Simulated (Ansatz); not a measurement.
System: PtSe₂.

Input

```
crystal:
  lattice:
    - [3.7717024303, 0.0, 0.0]
    - [-1.8858512152, 3.2663901202, 0.0]
    - [0.0, 0.0, 9.6436527086]
  atoms:
    - { symbol: Pt, position: [-0.0147858307, -0.0108239793, 0.0] }
    - { symbol: Pt, position: [0.0147858307, 0.0108239793, 0.5] }
    - { symbol: Se, position: [0.3202202989, 0.6570672593, 0.132771875] }
    - { symbol: Se, position: [0.3464463677, 0.6762660741, 0.632771875] }
    - { symbol: Se, position: [0.6797797011, 0.3429327407, 0.367228125] }
    - { symbol: Se, position: [0.6535536323, 0.3237339259, 0.867228125] }
basis:
  ecutwfc: 420
kpoints:
  mp_grid: { grid: [12, 12, 6] }
hamiltonian:
  xc: pbe
  dispersion: d3bj
scf:
  occupations: { method: gaussian, width: 0.15 }
output:
  forces: true
  stress: true
  eigenvalues: true
  write_density: true
  write_potential: true
  elf: true
  volumetric_format: npy
```

Run with:

```sh
ansatz run input.yaml --threads 2 --pin off --max-ram 5120MiB --backend cpu --events-out ev --progress --plain --runs-dir out
```

Below, planes, directions and counts refer to the conventional cell (a = 3.77 Å, b = 3.77 Å, c = 9.64 Å, α = 90.00°, β = 90.00°, γ = 120.00°).

Space group P-1.

These are results of DFT PBE+D3(BJ), scalar-relativistic, plane waves, PAW (Ansatz), not measurements.

Q: What can the converged valence pseudo-density and electron localisation function tell about the bonding?

A: Pt–Se (2.52 Å): ρ is about 0.57 e/Å³ halfway; the ELF is about 0.50 at the midpoint.

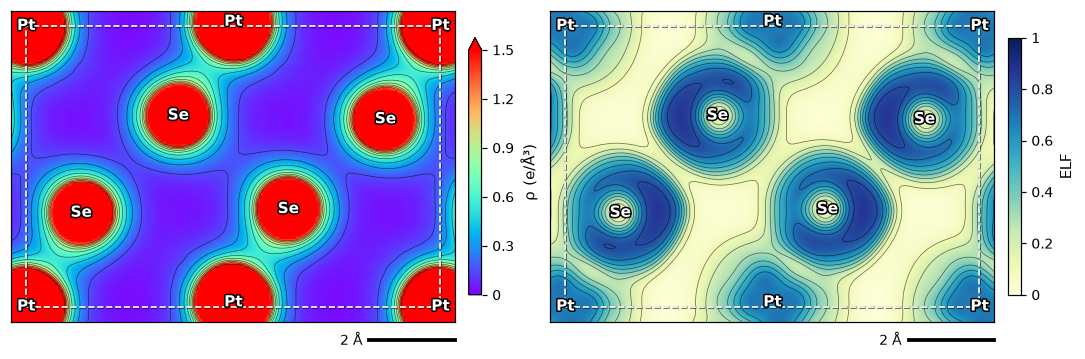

Computed valence pseudo-density and electron localisation function on the (110) plane of the conventional cell, in this order. 

Core electrons are frozen (PAW), and the valence fields are smoothed inside the atomic spheres.
